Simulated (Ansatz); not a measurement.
Run report: Mo, single-point calculation

- system: Mo (slab, 12 atoms in the cell)
- method: DFT PBE+D3(BJ), scalar-relativistic, plane waves, PAW, no spin polarisation (Ansatz 0.2.0)

The structure derives from an entry of the Crystallography Open Database. It belongs to a series of runs on one base structure; here: the slab at its places in the relaxed adsorbed structure. Figures and captions count atoms from 1; the log counts them from 0 in places.

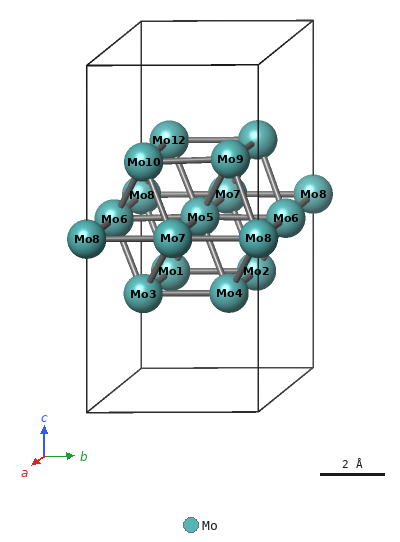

**Figure 1.** The input geometry (ball-and-stick view of the cell of the calculation, with the vacuum cut short, seen slightly off an axis; atoms are numbered from 1 in the order of the input). An atom can appear more than once, as a periodic image.

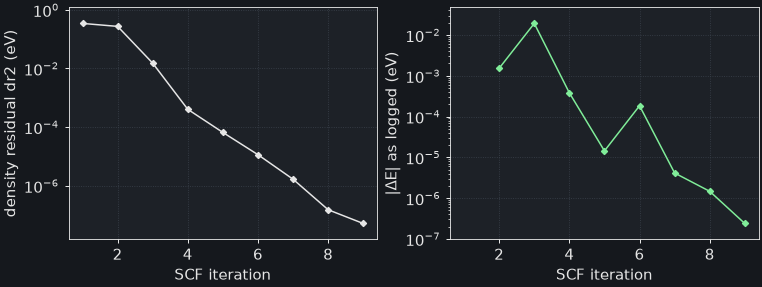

**Figure 2.** Convergence of the self-consistent field: density residual dr2 and size of the energy change against the SCF iteration. The residual falls at every step.

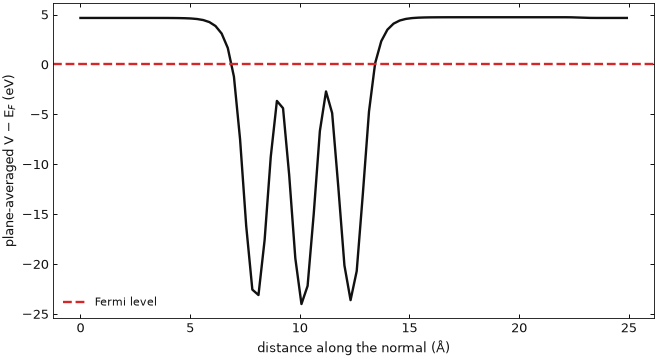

**Figure 3.** Plane average of the electrostatic potential energy of an electron across the cell, from the Fermi level. The vacuum level lies 4.73 eV above the Fermi level on the upper side and 4.66 eV on the lower.

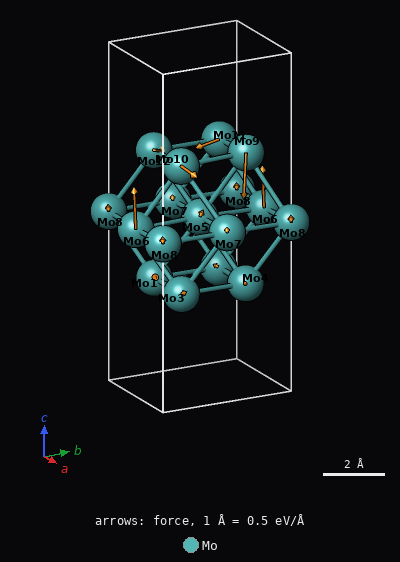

**Figure 4.** Forces on the atoms as orange arrows (ball-and-stick view of the cell of the calculation, with the vacuum cut short, seen slightly off an axis; atoms are numbered from 1 in the order of the input). The largest act on Mo9 (0.79 eV/Å); Mo6 (0.77 eV/Å); Mo12 (0.53 eV/Å); Mo10, Mo11 (0.46 eV/Å). The geometry is not a stationary point of this energy.

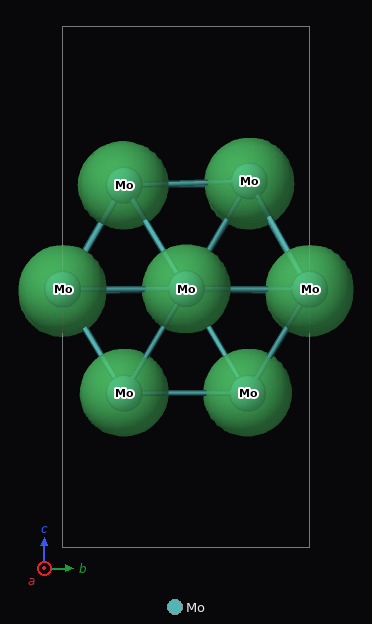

**Figure 5.** Isosurface of the valence charge density (pseudo) at 1 e/Å³ (green), seen along the a axis. Sticks mark near contacts. At this value the density breaks into separate islands; it holds about 65 % of the electrons treated as valence (semicore included). It is pinched off along the Mo–Mo (2.61 Å), Mo–Mo (2.66 Å), Mo–Mo (2.70 Å) and Mo–Mo (2.79 Å) contacts. On the grid the lowest density along these lines, outside the cores, is 0.47 e/Å³ (Mo–Mo, 2.61 Å), 0.44 e/Å³ (Mo–Mo, 2.66 Å), 0.38 e/Å³ (Mo–Mo, 2.70 Å) and 0.34 e/Å³ (Mo–Mo, 2.79 Å). The fields are those of the smooth PAW valence density.

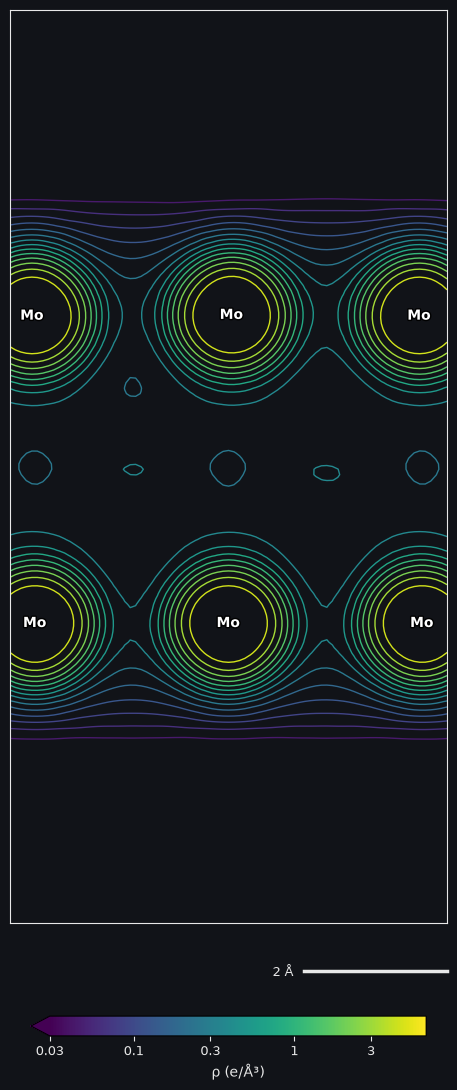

**Figure 6.** Valence electron density on the (010) plane of the calculation cell, a cut from vacuum to vacuum. The section cuts through Mo sites. Mo–Mo (2.63 Å): ρ at the midpoint is about 0.46 e/Å³. Mo–Mo (2.71 Å): ρ is about 0.39 e/Å³ halfway. Mo–Mo (2.79 Å): the density is about 0.34 e/Å³ at the midpoint. The density dies away to nearly zero in the vacuum.

The input that produced these results follows, with the program's output.

### The input
```yaml
crystal:
  lattice:
    - [5.4216946106, 0.0, 0.0]
    - [-1.8072315369, 5.1116226996, 0.0]
    - [0.0, 0.0, 25.1907951124]
  atoms:
    - { symbol: Mo, position: [0.25, 0.25, 0.3175763196] }
    - { symbol: Mo, position: [0.25, 0.75, 0.3175763196] }
    - { symbol: Mo, position: [0.75, 0.25, 0.3175763196] }
    - { symbol: Mo, position: [0.75, 0.75, 0.3175763196] }
    - { symbol: Mo, position: [0.4994018615, 0.5006713316, 0.4030151486] }
    - { symbol: Mo, position: [0.49961707, 0.00038293, 0.4005158433] }
    - { symbol: Mo, position: [-0.0015094735, 0.5015094735, 0.403477411] }
    - { symbol: Mo, position: [-0.0006713316, 0.0005981385, 0.4030151486] }
    - { symbol: Mo, position: [0.7440433727, 0.7559566273, 0.4919466628] }
    - { symbol: Mo, position: [0.7428036459, 0.250082084, 0.4884492366] }
    - { symbol: Mo, position: [0.249917916, 0.7571963541, 0.4884492366] }
    - { symbol: Mo, position: [0.2560946716, 0.2439053284, 0.4888785937] }
basis:
  ecutwfc: 420
kpoints:
  mp_grid: { grid: [4, 4, 1] }
hamiltonian:
  xc: pbe
  dispersion: d3bj
scf:
  occupations: { method: gaussian, width: 0.1 }
output:
  forces: true
  eigenvalues: true
  write_density: true
  volumetric_format: npy
efield:
  axis: 3
  dipole_correction: true
  ramp_width: 0.04
```

Command:
```bash
ansatz run input.yaml --threads 4 --pin off --max-ram 10240MiB --backend cpu --events-out ev --progress --plain --runs-dir out
```

### Output
```
Engine: ansatz 0.2.0, x86_64-unknown-linux-gnu
Pseudopotentials: kind: paw
Pseudopotential: Mo, paw, valence charge 14, recommended cutoff 420 eV (normal), Mo.paw.azcp
Functional definition: PBE
  parameter kappa = 0.804
  parameter beta = 0.06672455060314922
  exchange = pbe_x(kappa = kappa, mu = beta*pi^2/3)
  correlation = pbe_c(beta = beta)
Crystal: 12 atoms, lattice volume = 698.129 Å³
Basis set: ecut = 420 eV, 13581 PW (Γ), exchange–correlation on 80×80×360 points (8 copies of the dense FFT grid, shifted against one another)
Bands: 101, of which v1, the nominal top of the filled ones, is band 84 counted from 1 (83 counted from 0)
Symmetry: 2 space group operations
Space group: Cm (ITA 8), of the structure as read, at distance tolerance 8.9e-5 Å
k-points: 7 of 16 (time reversal used)
Non-local potential: Mo, projectors of the file, l = 0: 3, l = 1: 2, l = 2: 2, l = 3: 1
PAW form: soft (Blöchl's): semilocal exchange-correlation on the pseudo side does not see the compensation charge
PAW one-centre angular grid: Mo, 590 points (default); XC on 64 Gauss nodes
Initial density: superposition of atomic densities (neutral atoms: chi_scale 0, normalization atom), corrected by the library's trained network
Initial wavefunctions: pseudopotential atomic-orbital guess
Functional: x = pbe(κ = 0.804, μ = 0.2195149727645171), c = pbe(β = 0.06672455060314922)
SCF iter   1: F=—  HF=-59467.921245 eV  |F-HF|=—  |Δ(HF+E_count)|=         —  Δρ=4.50e-3  dr2=3.43e-1  ethr=1.77e-3  p=-0.007 e·Å  D=-1.90e-3 V/Å  ΔV_dip=0.05 eV  dr2_dipole=2.93e-7  V_vac-E_F(+/−)=4.86/4.82 eV  ⟨swp⟩=9.3  Hψ=3574  notcnv=0
efield: sawtooth ramp at fractional position 0.8848 (placed from the atoms, in the widest stretch of the axis that holds none; the zero of the levels goes with the place), width 0.0400; the density the first Hamiltonian is built on has a dipole p = -0.007 e·Å; the dipole correction subtracts the counter field D = -1.90e-3 V/Å, which shifts the + side's vacuum level by +0.05 eV against the − side's; the planar-averaged density in the ramp window peaks in size at 1.4e-6 e/Å³
preconditioner: auto → LDOS  [metal: Δε(μ)=0.043 eV  Ē_g=3.736 eV  σ=0.100 eV  W_gap=0.24  n_scr=116 (ndim 8)  ℏωp=11.9 eV  f_vac=0.657  D(μ)=10.81/eV (n_scr^D=62)  β→1.0]
SCF iter   2: F=—  HF=-59467.922777 eV  |F-HF|=—  |Δ(HF+E_count)|=   1.53e-3  Δρ=2.98e-3  dr2=2.72e-1  ethr=2.04e-4  p=-0.012 e·Å  D=-3.14e-3 V/Å  ΔV_dip=0.08 eV  dr2_dipole=5.79e-5  V_vac-E_F(+/−)=4.71/4.63 eV  ⟨swp⟩=2.1  Hψ=1106  notcnv=0  defer=36
SCF iter   3: F=—  HF=-59467.903609 eV  |F-HF|=—  |Δ(HF+E_count)|=   1.92e-2  Δρ=6.87e-4  dr2=1.51e-2  ethr=1.62e-4  p=-0.010 e·Å  D=-2.62e-3 V/Å  ΔV_dip=0.07 eV  dr2_dipole=3.28e-7  V_vac-E_F(+/−)=4.74/4.68 eV  ⟨swp⟩=2.0  Hψ=875  notcnv=0  defer=36
SCF iter   4: F=—  HF=-59467.903228 eV  |F-HF|=—  |Δ(HF+E_count)|=   3.81e-4  Δρ=1.91e-4  dr2=4.02e-4  ethr=9.00e-6  p=-0.011 e·Å  D=-2.75e-3 V/Å  ΔV_dip=0.07 eV  dr2_dipole=1.50e-7  V_vac-E_F(+/−)=4.73/4.66 eV  ⟨swp⟩=2.6  Hψ=893  notcnv=0  defer=36
SCF iter   5: F=—  HF=-59467.903214 eV  |F-HF|=—  |Δ(HF+E_count)|=   1.44e-5  Δρ=7.64e-5  dr2=6.55e-5  ethr=2.39e-7  p=-0.011 e·Å  D=-2.76e-3 V/Å  ΔV_dip=0.07 eV  dr2_dipole=3.22e-8  V_vac-E_F(+/−)=4.73/4.66 eV  ⟨swp⟩=3.0  Hψ=1113  notcnv=0  defer=36
SCF iter   6: F=—  HF=-59467.903398 eV  |F-HF|=—  |Δ(HF+E_count)|=   1.84e-4  Δρ=3.25e-5  dr2=1.14e-5  ethr=3.90e-8  p=-0.011 e·Å  D=-2.76e-3 V/Å  ΔV_dip=0.07 eV  dr2_dipole=3.76e-11  V_vac-E_F(+/−)=4.73/4.66 eV  ⟨swp⟩=2.1  Hψ=957  notcnv=0  defer=5
SCF iter   7: F=—  HF=-59467.903402 eV  |F-HF|=—  |Δ(HF+E_count)|=   4.13e-6  Δρ=1.30e-5  dr2=1.66e-6  ethr=6.78e-9  p=-0.011 e·Å  D=-2.77e-3 V/Å  ΔV_dip=0.07 eV  dr2_dipole=1.60e-9  V_vac-E_F(+/−)=4.73/4.66 eV  ⟨swp⟩=2.1  Hψ=898  notcnv=0  defer=5
SCF iter   8: F=—  HF=-59467.903403 eV  |F-HF|=—  |Δ(HF+E_count)|=   1.47e-6  Δρ=4.17e-6  dr2=1.51e-7  ethr=9.87e-10  p=-0.011 e·Å  D=-2.77e-3 V/Å  ΔV_dip=0.07 eV  dr2_dipole=1.11e-9  V_vac-E_F(+/−)=4.73/4.66 eV  ⟨swp⟩=2.6  Hψ=965  notcnv=0  defer=5
SCF iter   9: F=-59467.903403 eV  HF=-59467.903403 eV  |F-HF|=1.20e-9  |Δ(HF+E_count)|=   2.39e-7  Δρ=1.89e-6  dr2=5.13e-8  ethr=5.95e-11  p=-0.011 e·Å  D=-2.77e-3 V/Å  ΔV_dip=0.07 eV  dr2_dipole=5.95e-11  V_vac-E_F(+/−)=4.73/4.66 eV  ⟨swp⟩=24.3  Hψ=3814  notcnv=0
SCF 1 converged in 9 iterations: F = -59467.903403 eV  dr2 = 5.13e-8
  greatest PAW one-centre occupation: 0.998 electrons in one spin orbital (limit 2), on the Mo atom at site 2 (counted from 0), in its partial waves of l = 0
SCF converged after 9 iterations
Free energy (F): -59467.903403 eV
Harris-Foulkes:  -59467.903403 eV  (|F-HF|=1.20e-9)
Internal energy: -59467.850040 eV  (E = F + TS)
E sigma→0 (E₀):  -59467.876722 eV
Entropy (-TS):   -0.053363 eV (-4.447 meV/atom)
Fermi energy:    2.301530 eV
Dipole field:    D = -0.002776 V/Å  (p = -0.010709 e·Å, saw-weighted, corrected)
Work function:   Φ+ = 4.7295 eV   Φ− = 4.6595 eV
Levels:          The Fermi level and band energies are counted from a zero that moves with the ramp; work functions are not
--- Per-component energies (eV) ---
  E_band       = -3781.427171
  E_kinetic    = 5282.976050
  E_local      = -227191.275546  (includes V_loc(G=0)·N_el)
  E_nonlocal   = 1723.443266
  E_hartree    = 110434.480305
  E_xc         = -2191.764605
  E_vxc        = -2734.244356  (∫ρ·V_xc dr)
  E_paw        = -38417.808370  (= ΣΔE_a)
  E_vpaw       = -1731.250368  (= ΣTr[D̂ρ^β])
  E_aug_tail   = 0.000532  (compensation charges beyond the density's cutoff)
  E_efield     = 0.000015  (sawtooth field / dipole correction)
  E_vefield    = -0.018654  (∫n·V_field dr)
  E_ewald      = 90897.818536
  E_disp       = -5.720223  (pairwise vdW)
  E_smearing   = -0.053363  (= −TS)
  E_closure    = 0.000000  (closes the sum)
  Σ components = -59467.903403   (vs F -59467.903403, Δ=0.00e0)
--- Forces (eV/Å), atoms counted from 1 ---
  atom   1  Mo    -0.13259573     0.09375934    -0.00965966
  atom   2  Mo    -0.05614364    -0.08568285     0.04775806
  atom   3  Mo     0.06206802     0.08149369     0.04775806
  atom   4  Mo     0.05432627    -0.03841447     0.00275583
  atom   5  Mo    -0.05074714     0.08074201     0.10762906
  atom   6  Mo     0.09131711    -0.06457095     0.76032643
  atom   7  Mo     0.02802824    -0.01981896     0.10327663
  atom   8  Mo    -0.09304001     0.02093086     0.10762906
  atom   9  Mo     0.11329544    -0.08011197    -0.77773927
  atom  10  Mo     0.41030751     0.15051692    -0.13272800
  atom  11  Mo    -0.00513954    -0.43701394    -0.13272800
  atom  12  Mo    -0.42167741     0.29817095    -0.12424721
  max |Σ_I F_I| component: 3.10e-5 eV/Å
--- Band table (eV; the first three rows and the last of 7) ---
  k-point 0: bands = ["-58.9663", "-58.7820", "-58.7715", "-58.7006", "-58.6555", "-58.6033", "-58.5290", "-58.5021", "-58.5012", "-58.5003", "-58.4081", "-58.3801", "-33.6850", "-33.6703", "-33.6651", "-33.4890", "-33.4463", "-33.4273", "-33.2412", "-33.1811", "-33.1756", "-33.1584", "-33.1498", "-33.0727", "-32.8169", "-32.7059", "-32.6963", "-32.6867", "-32.6686", "-32.6653", "-32.6442", "-32.6413", "-32.6160", "-32.5815", "-32.5742", "-32.3272", "-32.3227", "-32.2949", "-32.2839", "-32.2478", "-32.1843", "-32.1240", "-32.1177", "-32.0895", "-32.0571", "-32.0516", "-31.9894", "-31.9878", "-4.1823", "-2.9404", "-2.8019", "-2.6567", "-2.6391", "-2.6039", "-2.5622", "-2.4313", "-2.4059", "-2.3894", "-1.7286", "-1.3443", "-1.3303", "-0.9687", "-0.9252", "-0.9056", "-0.7396", "-0.7190", "-0.5075", "-0.4649", "-0.2858", "-0.2808", "0.0674", "0.7611", "0.8835", "1.0220", "1.3097", "1.3170", "1.5430", "2.0628", "2.0714", "2.5327", "2.5844", "2.5973", "3.1136", "3.5304", "3.5588", "3.5718", "3.6241", "3.6458", "3.8462", "3.8466", "3.9710", "3.9981", "4.0252", "4.0654", "4.1207", "4.2165", "4.3255", "4.3328", "4.4718", "4.5142", "4.5466"]
  k-point 1: bands = ["-58.9398", "-58.8065", "-58.7654", "-58.7120", "-58.6361", "-58.5888", "-58.5385", "-58.5168", "-58.4948", "-58.4839", "-58.4221", "-58.3979", "-33.6294", "-33.5793", "-33.5393", "-33.4416", "-33.3923", "-33.3568", "-33.2057", "-33.1947", "-33.1557", "-33.0739", "-33.0480", "-33.0265", "-32.9201", "-32.8033", "-32.7818", "-32.7397", "-32.6855", "-32.6607", "-32.6416", "-32.5965", "-32.5548", "-32.5022", "-32.4815", "-32.4095", "-32.4044", "-32.3683", "-32.3221", "-32.2737", "-32.2412", "-32.2067", "-32.1823", "-32.1604", "-32.1072", "-32.0589", "-32.0464", "-32.0378", "-3.6966", "-2.5099", "-2.5016", "-2.3907", "-2.3310", "-2.1967", "-2.1606", "-2.1164", "-2.1032", "-2.0261", "-1.3610", "-1.2569", "-0.8690", "-0.8441", "-0.6933", "-0.6356", "-0.6043", "-0.5646", "-0.5417", "-0.4617", "-0.1183", "0.0612", "0.1484", "0.4009", "0.6472", "0.6719", "0.7061", "1.1992", "1.6187", "1.6452", "1.8096", "1.9332", "1.9780", "2.3832", "2.3917", "2.6046", "2.8943", "2.9316", "2.9875", "3.4510", "3.4947", "3.5056", "3.5883", "3.7701", "3.8777", "3.9234", "3.9500", "4.0012", "4.0506", "4.1128", "4.1716", "4.3361", "4.4226"]
  k-point 2: bands = ["-58.8744", "-58.8741", "-58.7413", "-58.7371", "-58.5993", "-58.5744", "-58.5545", "-58.5486", "-58.4718", "-58.4490", "-58.4443", "-58.4360", "-33.5324", "-33.5277", "-33.3618", "-33.3293", "-33.2861", "-33.2668", "-33.2125", "-33.2058", "-33.1823", "-33.1762", "-32.9340", "-32.9153", "-32.8873", "-32.8737", "-32.7504", "-32.6860", "-32.6763", "-32.6249", "-32.6223", "-32.6020", "-32.5870", "-32.5662", "-32.5610", "-32.5061", "-32.4299", "-32.4089", "-32.3744", "-32.3593", "-32.3272", "-32.3095", "-32.2905", "-32.2727", "-32.0870", "-32.0715", "-32.0639", "-32.0547", "-2.7318", "-2.7113", "-1.9435", "-1.9024", "-1.7113", "-1.7021", "-1.6378", "-1.5908", "-1.5750", "-1.5191", "-1.2171", "-1.1881", "-0.8056", "-0.7859", "-0.6078", "-0.5663", "-0.5509", "-0.4852", "-0.2101", "-0.1871", "-0.1239", "0.0108", "0.1468", "0.1907", "0.8852", "0.9530", "0.9815", "1.0375", "1.0586", "1.1184", "1.2467", "1.3290", "1.6111", "1.6497", "1.6551", "1.7945", "2.5362", "2.6504", "2.6936", "2.7012", "2.8100", "2.8583", "3.1322", "3.1775", "3.4554", "3.4921", "3.6337", "3.6802", "3.8403", "3.9141", "3.9428", "4.0018", "4.1018"]
  k-point 6: bands = ["-58.8382", "-58.8307", "-58.7837", "-58.7728", "-58.5521", "-58.5488", "-58.5081", "-58.5023", "-58.5019", "-58.4998", "-58.4961", "-58.4748", "-33.3491", "-33.3417", "-33.3096", "-33.2823", "-33.2352", "-33.2095", "-33.0481", "-33.0300", "-32.9890", "-32.9755", "-32.9118", "-32.8931", "-32.7820", "-32.7275", "-32.7033", "-32.6898", "-32.6750", "-32.6657", "-32.6558", "-32.6276", "-32.6243", "-32.6091", "-32.5934", "-32.5879", "-32.5841", "-32.4988", "-32.4552", "-32.4213", "-32.4160", "-32.3713", "-32.3536", "-32.3400", "-32.3110", "-32.3010", "-32.2737", "-32.2375", "-2.2692", "-2.2673", "-1.7305", "-1.6411", "-1.4013", "-1.3922", "-1.2054", "-1.1780", "-1.0308", "-1.0144", "-0.7289", "-0.6801", "-0.6455", "-0.4892", "-0.3832", "-0.3180", "-0.3037", "-0.2382", "0.0244", "0.0320", "0.3364", "0.4036", "0.8594", "0.9285", "0.9475", "0.9982", "1.0288", "1.1032", "1.1861", "1.2742", "1.4756", "1.4854", "1.5117", "1.5416", "1.6064", "1.6218", "1.6566", "1.7290", "1.9809", "2.0508", "2.6076", "2.6098", "2.6755", "2.7932", "2.8642", "2.9635", "3.0252", "3.0407", "3.2210", "3.3113", "3.3415", "3.3457", "3.4801"]
```

### Results in brief

```json
{"quantity": "outcome", "value": "converged"}
{"quantity": "electrons treated", "value": "168"}
{"quantity": "free energy", "value": "−59467.9034 eV"}
{"quantity": "work function, top face", "value": "4.73 eV"}
{"quantity": "work function, bottom face", "value": "4.66 eV"}
{"quantity": "Fermi energy", "value": "2.302 eV"}
{"quantity": "gap on the k-point mesh", "value": "none (metallic)"}
{"quantity": "work function (upper face)", "value": "4.73 eV"}
{"quantity": "largest force (length of the vector)", "value": "0.790 eV/Å"}
{"quantity": "hardware", "value": "4 threads of AMD EPYC (Zen 5), 32 GiB of memory available, shared host"}
{"quantity": "wall time", "value": "4 s (CPU time 15 s)"}
{"quantity": "peak memory", "value": "1.6 GiB"}
```
